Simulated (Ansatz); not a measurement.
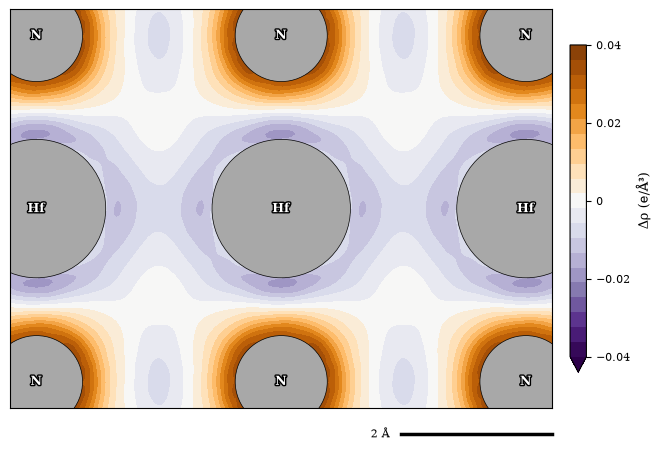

HfN. Difference of the valence pseudo-densities of two functionals at the same geometry, on the (11̄0) plane of the calculation cell: r2SCAN less LDA.

Both computed with Ansatz (plane waves, PAW), on the same k-point mesh. Grey discs cover the atomic cores.

### What does the difference map show?

Against LDA, r2SCAN gives less density around Hf (−0.011 e/Å³ on average at 1.2 Å from the nucleus), more density around N (+0.024 e/Å³ on average at 0.8 Å from the nucleus), more density in the space between the atoms (+0.005 e/Å³ on average) and a change of −0.012 e/Å³ at the midpoint of Hf–N.
